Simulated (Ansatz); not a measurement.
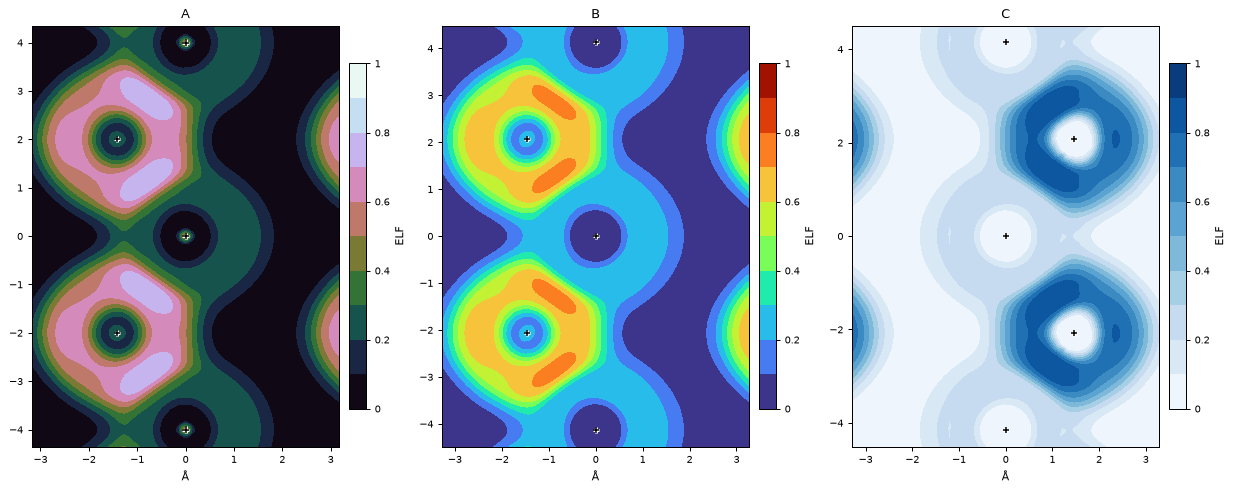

The ELF of 3 systems, each on a plane through atoms (crosses mark nuclei in the plane).

All numbers below come from DFT PBEsol, scalar-relativistic, plane waves, PAW (Ansatz 0.2.0).

System 1: GaAs, the (101) plane of the conventional cell. Space group F-43m.

System 2: InAs, the (110) plane of the conventional cell. Space group F-43m; computed pressure about 9 GPa in this cell.

```yaml
crystal:
  lattice:
    - [5.84597, 0.00000, 0.00000]
    - [0.00000, 0.00000, -5.84597]
    - [0.00000, 5.84597, 0.00000]
  atoms:
    - { symbol: In, position: [0.50000, 0.50000, 0.00000] }
    - { symbol: In, position: [0.00000, 0.50000, 0.50000] }
    - { symbol: In, position: [0.00000, 0.00000, 0.00000] }
    - { symbol: In, position: [0.50000, 0.00000, 0.50000] }
    - { symbol: As, position: [0.75000, 0.75000, 0.25000] }
    - { symbol: As, position: [0.25000, 0.75000, 0.75000] }
    - { symbol: As, position: [0.25000, 0.25000, 0.25000] }
    - { symbol: As, position: [0.75000, 0.25000, 0.75000] }
```

System 3: InP, the (110) plane of the conventional cell. Space group F-43m.

```
In P
1.0
     5.87818    0.00000    0.00000
     0.00000    0.00000   -5.87818
     0.00000    5.87818    0.00000
In P
4 4
Cartesian
  2.9391 0.0000 -2.9391
  0.0000 2.9391 -2.9391
  0.0000 0.0000 0.0000
  2.9391 2.9391 0.0000
  1.4695 1.4695 -4.4086
  4.4086 4.4086 -4.4086
  4.4086 1.4695 -1.4695
  1.4695 4.4086 -1.4695
```

### Which map belongs to which system?

Panel A is system 1, GaAs: the plane holds Ga and As. Ga–As (2.45 Å): the ELF peaks at about 0.80 between the atoms, as expected for a covalent bond. Panel B is system 2, InAs: the plane holds In and As. In–As (2.53 Å): the ELF peaks at about 0.75 between the atoms. Panel C is system 3, InP: the plane holds In and P. In–P (2.55 Å): the ELF peaks at about 0.90 in the valence shell of P, 0.9 Å from its nucleus, and is about 0.55 at the midpoint.
